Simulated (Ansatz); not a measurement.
A series of calculations on Si128C127

### Relaxation

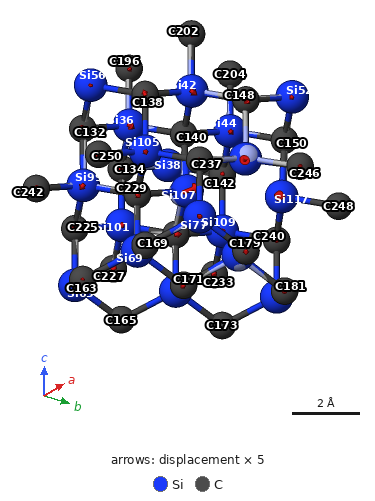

This is a relaxation of a defect cell of composition Si128C127 (cell charge −1). The starting structure is drawn faded, the final one solid; red arrows show the displacements, 5 times their true length.

The picture is a ball-and-stick view of the atoms within 5.0 Å of the atom that moves most (axes of the cell of the calculation), seen from a free direction.

Computed with DFT, PBEsol, PAW, plane waves (Ansatz). Set-up: plane-wave cutoff 420 eV; k-point mesh 1 × 1 × 1; mesh shifted by (0.25, 0.25, 0.25); collinear spin; atoms relaxed in a fixed cell; force threshold 0.03 eV/Å; at most 80 steps.

Question: Atoms of which element are displaced furthest, and by how much?

Answer: Silicon: up to 0.14 Å, against 0.06 Å for carbon.

Question: What happened in the run?

Answer: Over 4 geometry steps the energy falls by 3.861 eV per cell of the calculation. The largest force component goes from 1.9 to 0.01 eV/Å. The largest move is that of a Si atom, 0.14 Å roughly along [2 1 0]. By element the largest moves are Si 0.14 Å, C 0.06 Å. The cell stays as it was. Near-neighbour distances that change, for instance: C–Si 1.845 → 1.926 Å, C–Si 1.823 → 1.885 Å, C–Si 1.938 → 1.876 Å, C–Si 1.871 → 1.924 Å. Among the angles between lasting bonds that change: C–Si–C 110.4° → 105.6°, Si–C–Si 107.7° → 112.2°, C–Si–C 111.5° → 107.4°.

Limits of the set-up: the cell is charged, on a uniform background, and energies carry no finite-size correction.

### Relaxation

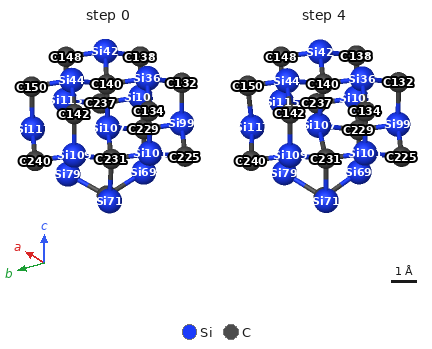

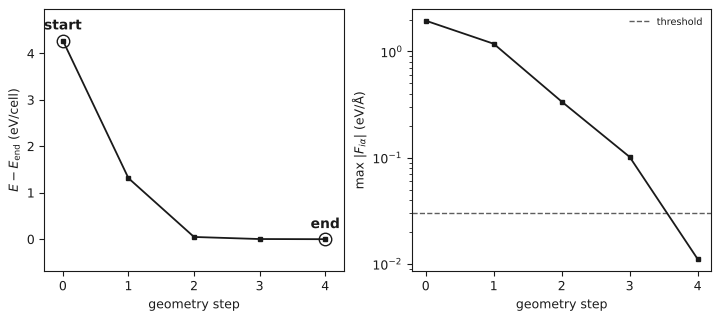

First and last geometry of a relaxation of a defect cell of composition Si128C127 (cell charge −2), with the history of the run. Style: ball-and-stick. Shown: the atoms within 4.2 Å of the atom that moves most (axes of the cell of the calculation (origin shifted)), from a free direction.

Theory: Ansatz, DFT, PBEsol, PAW, plane waves. Set-up: plane-wave cutoff 420 eV; k-point mesh 1 × 1 × 1; mesh shifted by (0.25, 0.25, 0.25); collinear spin; atoms relaxed in a fixed cell; force threshold 0.03 eV/Å; at most 80 steps.

Q: What do the curves and the structures tell?

A: It converged. Over 4 geometry steps the energy falls by 4.278 eV per cell of the calculation. The largest force component goes from 2 to 0.011 eV/Å. The atom that moves furthest is a Si atom (0.25 Å roughly along [2 1 0]). By element the largest moves are Si 0.25 Å, C 0.08 Å. The cell stays as it was. Some distances before and after: Si–Si 3.101 → 2.710 Å, Si–Si 3.066 → 2.709 Å, C–Si 1.845 → 1.964 Å, C–Si 1.871 → 1.962 Å. Bond angles that change, for instance: C–Si–C 110.4° → 101.2°, Si–C–Si 107.7° → 115.1°, Si–C–Si 110.8° → 105.3°. The run took 45 s on 1 × NVIDIA GB300 Max-Q with 8 threads of Arm Neoverse-V2, peak memory 2.9 GiB.

Limits of the set-up: the cell is charged, on a uniform background, and energies carry no finite-size correction.

### Defect

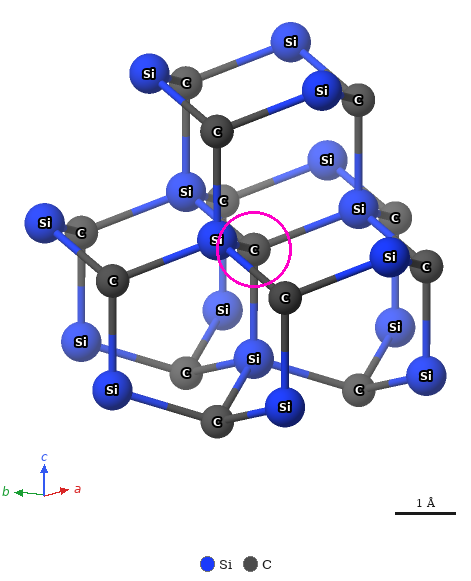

Perfect SiC. The picture is a ball-and-stick view of the atoms within 3.8 Å of one point, seen from a free direction.

These are results of DFT, PBEsol, PAW, plane waves (Ansatz 0.2.0), not measurements. (plane-wave cutoff 420 eV; k-point mesh 1 × 1 × 1; mesh shifted by (0.25, 0.25, 0.25); collinear spin) Fermi-Dirac smearing of 0.01 eV. A uniform background neutralises the charged cell. The axes drawn are those of the host's conventional cell.

A carbon atom is taken out (a vacancy) at the ringed place, in charge state −1. The supercell has 256 sites, and the atoms are relaxed at the host's cell.

Predict the relaxed surroundings of the defect.

Answer. Around the empty C site the host had 4 Si at 1.88 to 1.90 Å; after relaxation the nearest atoms are 4 Si at 1.77 to 1.82 Å. Of the host's atoms, a silicon atom moves furthest from its site, by 0.11 Å. The cell's net moment is 3.00 μB.

The relaxed defect, seen from the same direction:

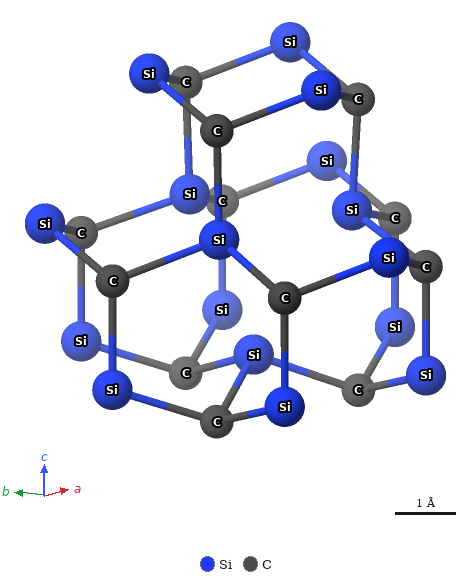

Limits of the set-up: the cell is charged, on a uniform background, and energies carry no finite-size correction.

### Defect

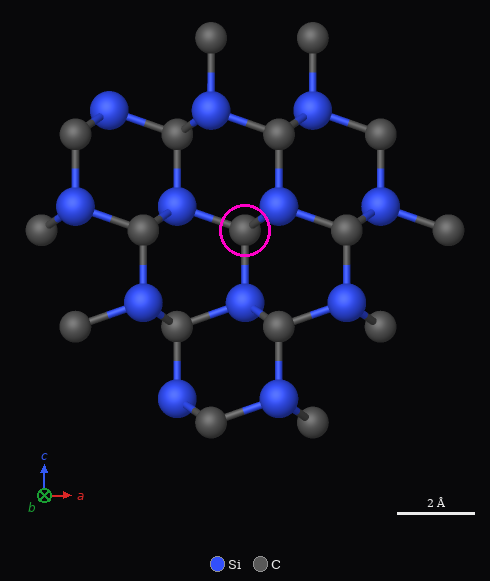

Perfect SiC. A ball-and-stick model of the atoms within 5.4 Å of one point, in a slice 4.2 Å thick across the line of sight, seen along the b axis.

Theory: Ansatz 0.2.0, DFT, PBEsol, PAW, plane waves. Settings: plane-wave cutoff 420 eV; k-point mesh 1 × 1 × 1; mesh shifted by (0.25, 0.25, 0.25); collinear spin. Fermi-Dirac smearing of 0.01 eV. A uniform background neutralises the charged cell. The axes drawn are those of the host's conventional cell.

A carbon atom is taken out (a vacancy) at the ringed place, in charge state −2. The supercell has 256 sites, and the atoms are relaxed at the host's cell.

Question: Predict the relaxed surroundings of the defect.

Answer: Around the empty C site the host had 4 Si at 1.88 to 1.90 Å; after relaxation the nearest atoms are 4 Si at 1.68 to 1.84 Å. Of the host's atoms, a silicon atom moves furthest from its site, by 0.22 Å. The cell's net moment is 2.00 μB.

The relaxed defect, seen from the same direction:

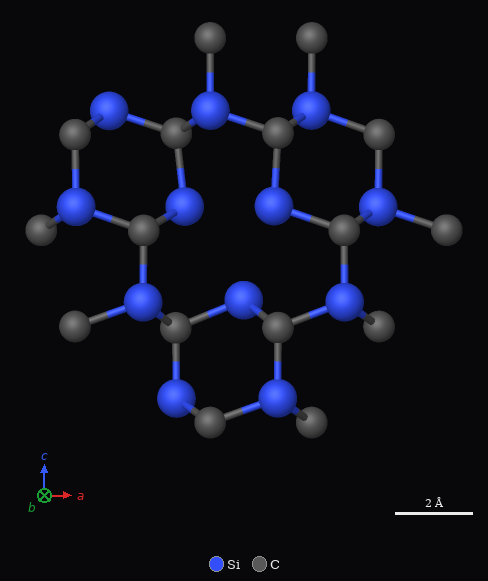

Limits of the set-up: the cell is charged, on a uniform background, and energies carry no finite-size correction.
